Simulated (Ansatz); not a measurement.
Run report: BP, single-point calculation

BP (F-43m, 2 atoms in the cell), computed with DFT PBE, scalar-relativistic, plane waves, PAW, no spin polarisation (Ansatz 0.2.0).

The structure derives from an entry of the Crystallography Open Database. It belongs to a series of runs on one base structure; here: volume × 1.040. Figures and captions count atoms from 1; the log counts them from 0 in places.

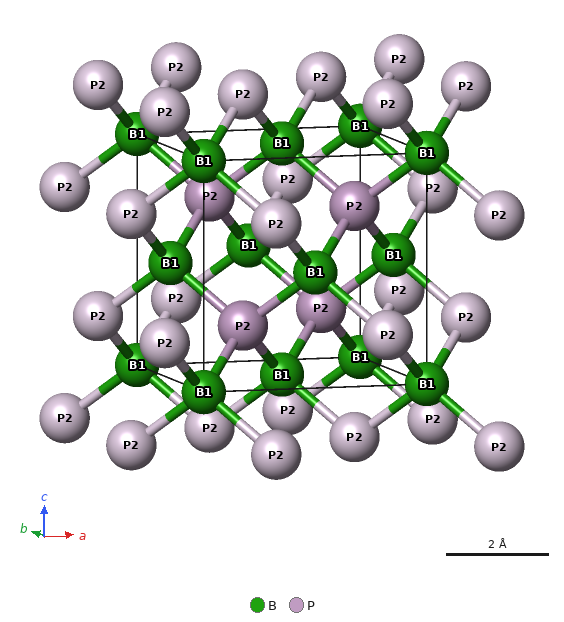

Fig. 1: The structure as given in the input (ball-and-stick view of the cell 4 times as large as that of the calculation, set on its symmetry axes, seen slightly off an axis; neighbours outside the cell are drawn fainter; atoms are numbered from 1 in the order of the input). An atom can appear more than once, as a periodic image.

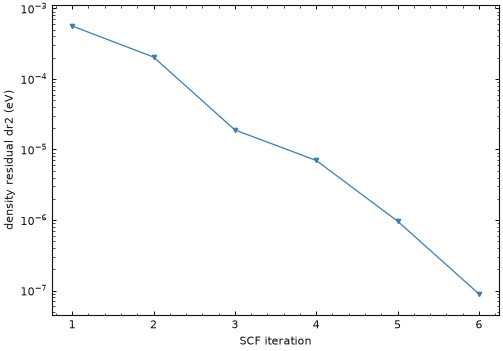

Fig. 2: Convergence of the self-consistent field: density residual dr2 against the SCF iteration. The residual falls at every step.

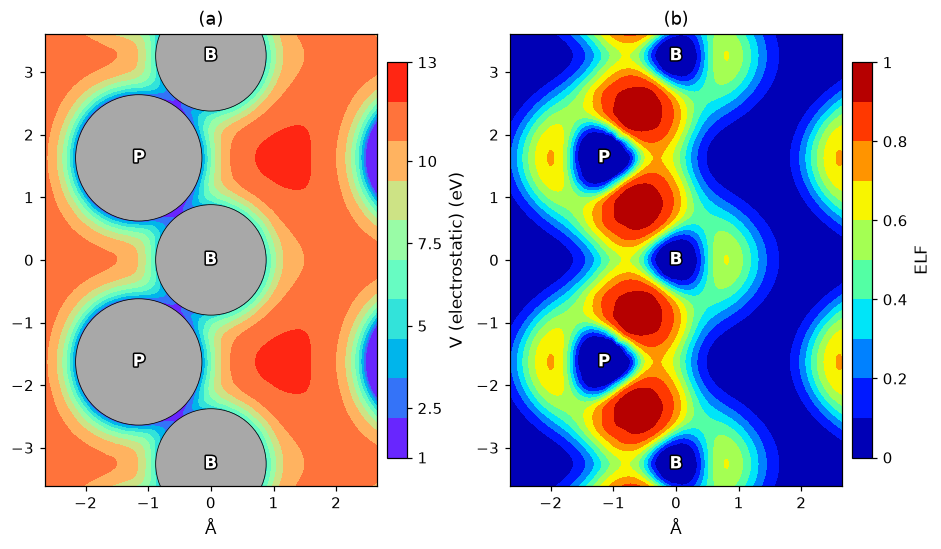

Fig. 3: (a) electrostatic potential energy of an electron; (b) ELF on the (110) plane of the conventional cell. Grey discs, where drawn, cover atomic cores. Atoms in the plane: B and P. B–P (2.00 Å): the ELF peaks at about 0.95 between the atoms, which marks a covalent bond. Outside the cores the potential energy rises away from the atoms and is highest about 2.0 Å from the nearest atoms; outside the discs it spans about 11 eV, and its zero is arbitrary. The fields are those of the smooth PAW valence density.

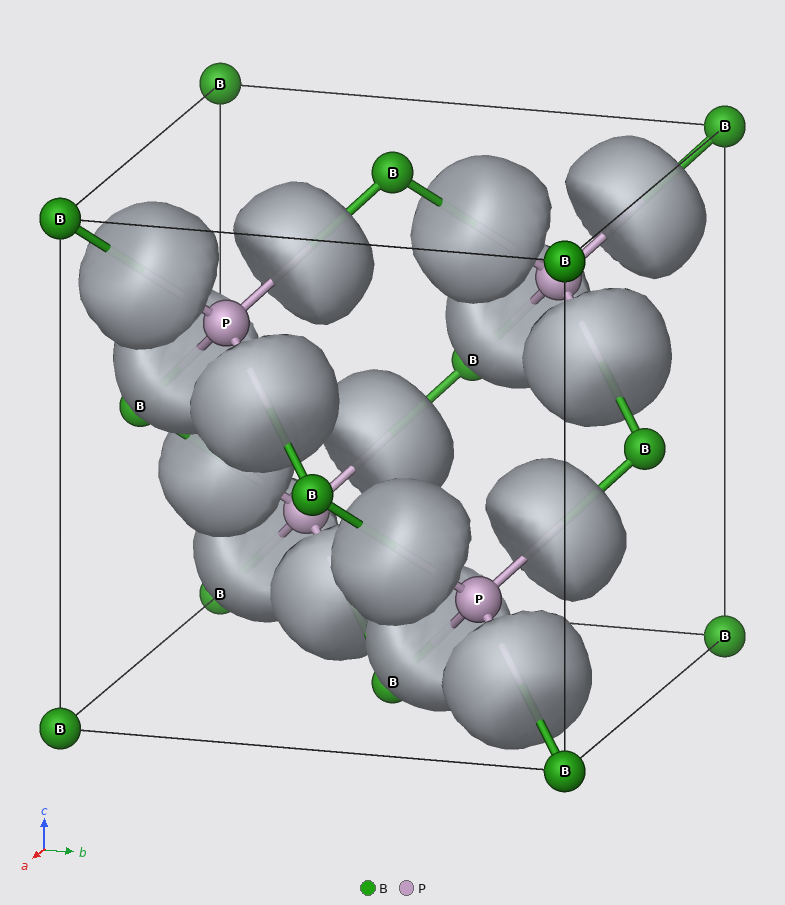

Fig. 4: Isosurface of the electron localisation function at 0.75 (grey), seen slightly off an axis. Core shells and regions of very low density are left out. Sticks mark near contacts. The outline is the cell set on symmetry axes.

The input and output of the run follow.

### Input file
```yaml
crystal:
  lattice:
    - [0.0, 2.3041385653, 2.3041385653]
    - [2.3041385653, 0.0, 2.3041385653]
    - [2.3041385653, 2.3041385653, 0.0]
  atoms:
    - { symbol: B, position: [0.0, 0.0, 0.0] }
    - { symbol: P, position: [0.75, 0.75, 0.75] }
basis:
  ecutwfc: 420
  ecutrho_ratio: 4
kpoints:
  mp_grid: { grid: [12, 12, 12] }
hamiltonian:
  xc: pbe
scf:
  occupations: { method: gaussian, width: 0.05 }
output:
  forces: true
  stress: true
  eigenvalues: true
  write_density: true
  write_potential: true
  elf: true
  volumetric_format: npy
```

Command:
```bash
ansatz run input.yaml --threads 4 --pin off --max-ram 7168MiB --backend cpu --events-out ev --progress --plain --runs-dir out
```

### What the program printed
```
Engine: ansatz 0.2.0, aarch64-unknown-linux-gnu
Pseudopotentials: kind: paw
Pseudopotential: B, paw, valence charge 3, recommended cutoff 420 eV (normal), B.paw.azcp
Pseudopotential: P, paw, valence charge 5, recommended cutoff 420 eV (normal), P.paw.azcp
Functional definition: PBE
  parameter kappa = 0.804
  parameter beta = 0.06672455060314922
  exchange = pbe_x(kappa = kappa, mu = beta*pi^2/3)
  correlation = pbe_c(beta = beta)
Crystal: 2 atoms, lattice volume = 24.466 Å³
Basis set: ecut = 420 eV, 531 PW (Γ), exchange–correlation on 48×48×48 points (8 copies of the dense FFT grid, shifted against one another)
Bands: 8, of which v1, the nominal top of the filled ones, is band 4 counted from 1 (3 counted from 0)
Symmetry: 24 space group operations
Space group: F-43m (ITA 216), of the structure as read, at distance tolerance 2.9e-5 Å
k-points: 72 of 1728 (time reversal used)
Non-local potential: B, projectors of the file, l = 0: 2, l = 1: 2, l = 2: 1
Non-local potential: P, projectors of the file, l = 0: 2, l = 1: 2, l = 2: 2
PAW form: soft (Blöchl's): semilocal exchange-correlation on the pseudo side does not see the compensation charge
PAW one-centre angular grid: B, 110 points (default); XC on 64 Gauss nodes
PAW one-centre angular grid: P, 110 points (default); XC on 64 Gauss nodes
Initial density: superposition of atomic densities (neutral atoms: chi_scale 0, normalization atom), corrected by the library's trained network
Initial wavefunctions: pseudopotential atomic-orbital guess
Functional: x = pbe(κ = 0.804, μ = 0.2195149727645171), c = pbe(β = 0.06672455060314922)
SCF iter   1: F=—  HF=-912.429345 eV  |F-HF|=—  |Δ(HF+E_count)|=         —  Δρ=1.53e-3  dr2=5.62e-4  ethr=1.77e-3  ⟨swp⟩=6.1  Hψ=5323  notcnv=0
preconditioner: auto → none  [insulator: Δε(μ)=1.301 eV  Ē_g=12.456 eV  σ=0.050 eV  W_gap=1.00  n_scr=0 (ndim 8)  ℏωp=21.2 eV  f_vac=0.000  D(μ)=0.00/eV (n_scr^D=0)  ε∞_Penn≈3.9]
SCF iter   2: F=—  HF=-912.429432 eV  |F-HF|=—  |Δ(HF+E_count)|=   8.75e-5  Δρ=8.89e-4  dr2=2.04e-4  ethr=7.02e-6  ⟨swp⟩=2.1  Hψ=1451  notcnv=0
SCF iter   3: F=—  HF=-912.429385 eV  |F-HF|=—  |Δ(HF+E_count)|=   4.70e-5  Δρ=3.97e-4  dr2=1.89e-5  ethr=2.55e-6  ⟨swp⟩=2.1  Hψ=811  notcnv=0
SCF iter   4: F=—  HF=-912.429405 eV  |F-HF|=—  |Δ(HF+E_count)|=   2.00e-5  Δρ=1.48e-4  dr2=6.98e-6  ethr=2.36e-7  ⟨swp⟩=2.0  Hψ=862  notcnv=0
SCF iter   5: F=—  HF=-912.429404 eV  |F-HF|=—  |Δ(HF+E_count)|=   1.69e-6  Δρ=5.46e-5  dr2=9.62e-7  ethr=8.72e-8  ⟨swp⟩=1.9  Hψ=749  notcnv=0
SCF iter   6: F=-912.429403 eV  HF=-912.429403 eV  |F-HF|=6.50e-8  |Δ(HF+E_count)|=   2.52e-7  Δρ=1.67e-5  dr2=8.94e-8  ethr=1.25e-9  ⟨swp⟩=7.7  Hψ=4294  notcnv=0
SCF 1 converged in 6 iterations: F = -912.429403 eV  dr2 = 8.94e-8
  greatest PAW one-centre occupation: 0.772 electrons in one spin orbital (limit 2), on the P atom at site 1 (counted from 0), in its partial waves of l = 0
SCF converged after 6 iterations
Free energy (F): -912.429403 eV
Harris-Foulkes:  -912.429403 eV  (|F-HF|=6.50e-8)
Internal energy: -912.429403 eV  (E = F + TS)
E sigma→0 (E₀):  -912.429403 eV
Fermi energy:    9.296202 eV
--- Per-component energies (eV) ---
  E_band       = 18.645815
  E_kinetic    = 119.448439
  E_local      = -71.189033  (includes V_loc(G=0)·N_el)
  E_nonlocal   = 44.750722
  E_hartree    = 17.641610
  E_xc         = -94.095010
  E_vxc        = -99.536532  (∫ρ·V_xc dr)
  E_paw        = -647.848415  (= ΣΔE_a)
  E_vpaw       = -10.111391  (= ΣTr[D̂ρ^β])
  E_aug_tail   = 0.000000  (compensation charges beyond the density's cutoff)
  E_ewald      = -281.137716
  E_smearing   = -0.000000  (= −TS)
  E_closure    = 0.000000  (closes the sum)
  Σ components = -912.429403   (vs F -912.429403, Δ=0.00e0)
--- Forces (eV/Å), atoms counted from 1 ---
  atom   1  B     -0.00000000     0.00000000    -0.00000000
  atom   2  P      0.00000000     0.00000000    -0.00000000
  max |Σ_I F_I| component: 2.78e-16 eV/Å
--- Stress (GPa, compression-positive) ---
       -5.892575      -0.000000      -0.000000
        0.000000      -5.892575       0.000000
        0.000000       0.000000      -5.892575
  P = ⅓ Tr σ = -5.8926 GPa (-58.926 kbar)
--- Band table (eV; the first three rows and the last of 72) ---
  k-point 0: bands = ["-6.4065", "8.6445", "8.6445", "8.6445", "11.9845", "11.9845", "11.9845", "15.3251"]
  k-point 1: bands = ["-6.2860", "7.7084", "8.4405", "8.4405", "12.2668", "12.2668", "12.3009", "15.7259"]
  k-point 2: bands = ["-5.9281", "5.8856", "8.0065", "8.0065", "12.4930", "12.8542", "12.8542", "16.7392"]
  k-point 71: bands = ["-1.5550", "0.7782", "3.2357", "3.4407", "13.9809", "15.3037", "15.6055", "15.8184"]
```

### Key numbers

| quantity | value |
| --- | --- |
| outcome | converged |
| space group (tolerance 0.01 Å) | F-43m (216) |
| electrons treated | 8 |
| free energy | −912.4294 eV |
| Fermi energy | 9.296 eV |
| gap on the k-point mesh | 1.30 eV |
| pressure | −5.89 GPa |
| largest force (length of the vector) | under 0.001 eV/Å |
| hardware | 4 threads of Arm Neoverse V2, 24 GiB of memory available, shared host |
| wall time | 0.8 s (CPU time 2.6 s) |
| peak memory | 0.29 GiB |

### Remarks

The cell is under a tension of 5.9 GPa at this level, so it is not at its equilibrium volume.
